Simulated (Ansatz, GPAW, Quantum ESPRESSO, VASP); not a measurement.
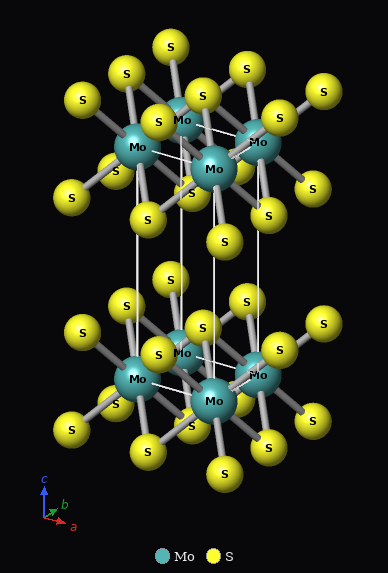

MoS₂, cadmium iodide (CdI₂, 1T) type, space group P-3m1 (No. 164), a = 3.227 Å, b = 3.227 Å, c = 6.312 Å, α = 90.00°, β = 90.00°, γ = 120.00° (18.98 Å³/atom). Structure drawing (ball-and-stick), viewed slightly off an axis. The conventional unit cell is drawn as a box. Bonded atoms from the next cells complete the picture. The cell is a structure listed in the Materials Project. Other forms of this composition are known.

The cell was scaled uniformly, at fixed shape and fractional positions, in five programs or potential sets. Alike in all runs: functional PBE; k mesh 9 × 9 × 4 on the run's cell of 3 atoms; occupations fermi-dirac, width 0.05 eV; no spin polarisation; no spin-orbit coupling.

Energies from Quantum ESPRESSO (SSSP 1.3 efficiency):

| volume (Å³/atom) | E − E(lowest point) (meV/atom) |
| --- | --- |
| 17.843 | 39.38 |
| 18.222 | 18.65 |
| 18.602 | 5.80 |
| 18.982 | 0.00 |
| 19.361 | 0.55 |
| 19.741 | 6.80 |
| 20.120 | 18.15 |

What equilibrium volume and bulk modulus do these points give?

Answer. V0 = 19.14 Å³/atom, B0 = 129 GPa and B0′ = 4.4. V0 lies 0.8 % above the volume of the cell as given.

The same fit in all programs:

| program | V0 (Å³/atom) | B0 (GPa) | B0′ |
| --- | --- | --- | --- |
| Quantum ESPRESSO (SSSP 1.3 efficiency) | 19.14 | 129 | 4.4 |
| Ansatz (Ansatz PAW soft_1) | 19.14 | 129 | 4.4 |
| VASP (PBE potentials, release 64 Mo_sv, S) | ? | ? | ? |
| GPAW (PAW data 1.2.1) | 19.15 | 128 | 4.4 |
| Ansatz LAPW (all-electron) | 19.14 | 129 | 4.4 |

What does VASP (PBE potentials, release 64 Mo_sv, S) give?

Answer. V0 = 19.13 Å³/atom, B0 = 129 GPa and B0′ = 4.4. The other rows span 19.14 to 19.15 Å³/atom and 128 to 129 GPa.

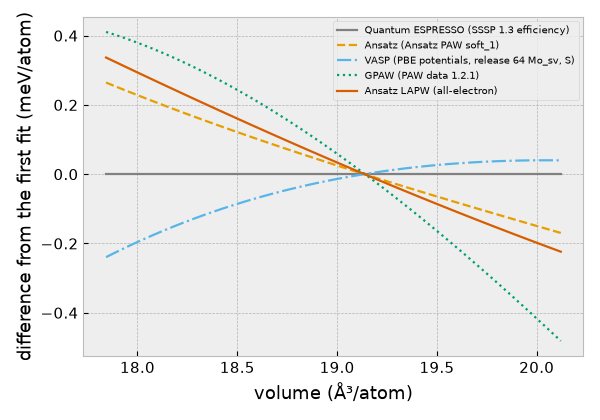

Each fitted curve, counted from its own minimum, less that of Quantum ESPRESSO (SSSP 1.3 efficiency). With one functional throughout, the spread comes from potentials, basis sets and numerical settings; B0′ is uncertain by a few tenths over so narrow a range.

Caveat: the cell was scaled at fixed shape and fractional positions, which overstates the stiffness of a crystal with free parameters, most of all of layers and chains; GGAs such as PBE, without a dispersion term, bind van der Waals layers too weakly, while LDA tends to overbind them.
